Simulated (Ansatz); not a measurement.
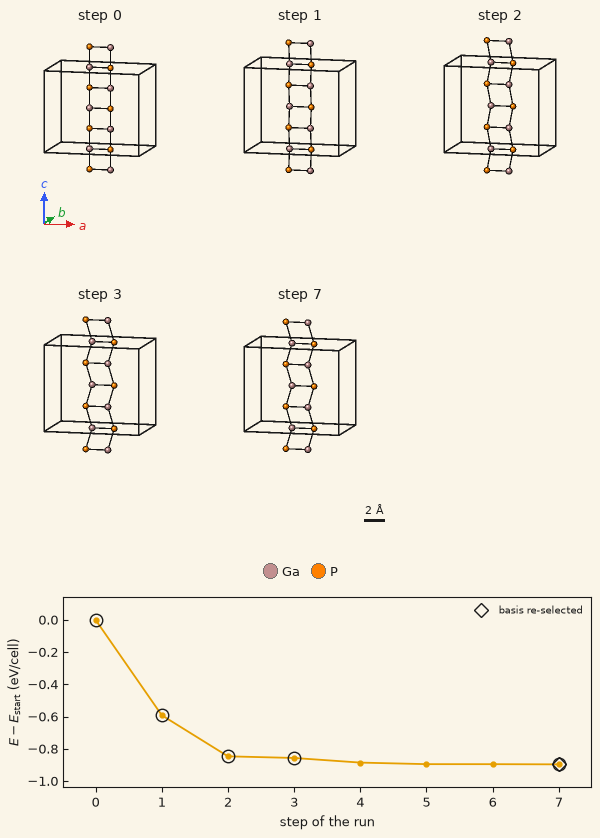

Frames of a relaxation of a wire of composition GaP, marked on the history of the run. The picture is a ball-and-stick view of the 2 repeat of the cell, with the vacuum cut short, seen slightly off an axis.

Case: ladder chain of atoms.

Method: DFT PBEsol, scalar-relativistic, plane waves, PAW in Ansatz. (plane-wave cutoff 420 eV; k-point mesh 1 × 1 × 15; occupations gaussian; smearing width 0.05 eV; collinear spin; cell relaxed at fixed a, b, alpha, beta, gamma; force threshold 0.01 eV/Å; at most 45 steps)

Q: What happens along the run?

A: The largest moves relative to the layer's centre, 0.38 Å, are those of P atoms. Largest moves by element: P 0.38 Å, Ga 0.27 Å. Along the periodic axis the drawn cell goes c 8.478 → 8.788 Å (+3.7 %). Near-neighbour distances that change, for instance: Ga–P 2.119 → 2.292 Å, Ga–P 2.225 → 2.337 Å. Bond angles that change, for instance: P–Ga–P 180.0° → 146.8°, Ga–P–Ga 180.0° → 146.8°, P–Ga–P 90.0° → 106.6°. The energy falls by 0.896 eV per cell of the calculation in 6 accepted moves (7 points after the start). Largest force component: 1.7 eV/Å at the start, 0.0073 eV/Å at the end. The SCF was repeated once at an unchanged geometry on a basis and grid sized afresh for the cell, which shifted the energy by 1.1 meV per cell of the calculation at most. The program noted that the starting moments weren't kept. From step 0 to 1: P atoms move most (0.08 Å), energy −0.592 eV per cell of the calculation. From step 1 to 2: P atoms move most (0.19 Å), energy −0.255 eV per cell of the calculation. From step 2 to 3: P atoms move most (0.13 Å), energy −10.2 meV per cell of the calculation. From step 3 to 7: energy −39.6 meV per cell of the calculation.
